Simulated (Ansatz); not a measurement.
Consider P (slab).

The calculation's input:

```
crystal:
  lattice:
    - [5.6247752501, 0.0, 0.0]
    - [-0.9678046378, 5.6696379999, 0.0]
    - [0.0, 0.0, 26.3428706992]
  atoms:
    - { symbol: P, position: [0.6463051438, 0.281505434, 0.2847070118] }
    - { symbol: P, position: [0.2657035229, 0.3011529154, 0.3021453134] }
    - { symbol: P, position: [0.084274729, 0.9209914121, 0.3035222328] }
    - { symbol: P, position: [0.7036731081, 0.9406388936, 0.3209605344] }
    - { symbol: P, position: [0.3212942698, 0.3925775977, 0.3832901253] }
    - { symbol: P, position: [0.9406926489, 0.4122250791, 0.4007284269] }
    - { symbol: P, position: [0.7592638549, 0.0320635759, 0.4021053463] }
    - { symbol: P, position: [0.378662234, 0.0517110573, 0.4195436479] }
    - { symbol: P, position: [0.9962833957, 0.5036497615, 0.4818732387] }
    - { symbol: P, position: [0.6156817748, 0.5232972429, 0.4993115403] }
    - { symbol: P, position: [0.4342529808, 0.1431357397, 0.5006884597] }
    - { symbol: P, position: [0.0536513599, 0.1627832211, 0.5181267613] }
    - { symbol: P, position: [0.6712725217, 0.6147219252, 0.5804563521] }
    - { symbol: P, position: [0.2906709008, 0.6343694067, 0.5978946537] }
    - { symbol: P, position: [0.1092421068, 0.2542079034, 0.5992715731] }
    - { symbol: P, position: [0.7286404859, 0.2738553848, 0.6167098747] }
    - { symbol: P, position: [0.3462616476, 0.725794089, 0.6790394656] }
    - { symbol: P, position: [0.9656600267, 0.7454415704, 0.6964777672] }
    - { symbol: P, position: [0.7842312327, 0.3652800672, 0.6978546866] }
    - { symbol: P, position: [0.4036296118, 0.3849275486, 0.7152929882] }
basis:
  ecutwfc: 500
kpoints:
  mp_grid: { grid: [6, 6, 1] }
hamiltonian:
  xc: r2scan
scf:
  occupations: { method: gaussian, width: 0.05 }
output:
  forces: true
  stress: true
  eigenvalues: true
  write_density: true
  write_potential: true
  elf: true
  volumetric_format: npy
efield:
  axis: 3
  dipole_correction: true
  ramp_width: 0.04
```

Command:

```sh
ansatz run input.yaml --threads 2 --pin off --max-ram 5120MiB --backend cpu --events-out ev --progress --plain --runs-dir out
```

Not relaxed (largest force 1.0 eV/Å).

All numbers below come from DFT r2SCAN, scalar-relativistic, plane waves, PAW in Ansatz.

### What will maps of the valence pseudo-density and electron localisation function show?

P–P (2.21 Å): ρ is about 0.79 e/Å³ halfway; the ELF peaks at about 0.90 between the atoms.

### Does the calculation give a band gap?

It is gapless in this calculation (a metal or semimetal).

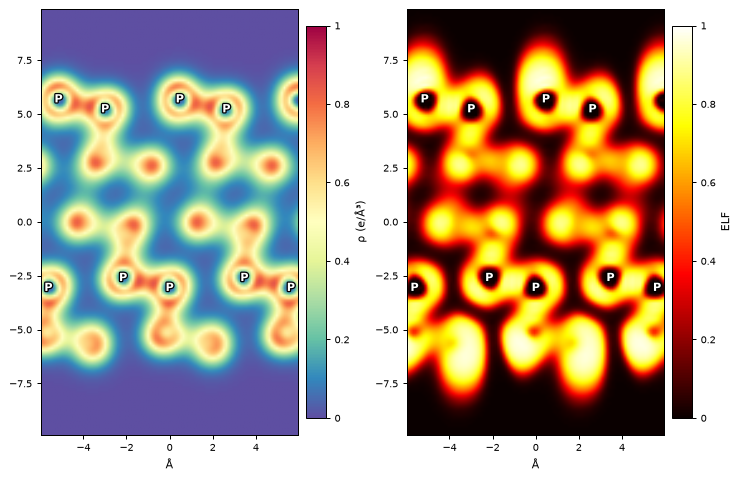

Computed valence pseudo-density and electron localisation function on the (010) plane of the calculation cell, a cut from vacuum to vacuum, in this order. Atoms just off the plane (P, 0.5 Å away) can leave unmarked features too.

In a PAW calculation such maps are meaningful between the atoms, not at the nuclei.
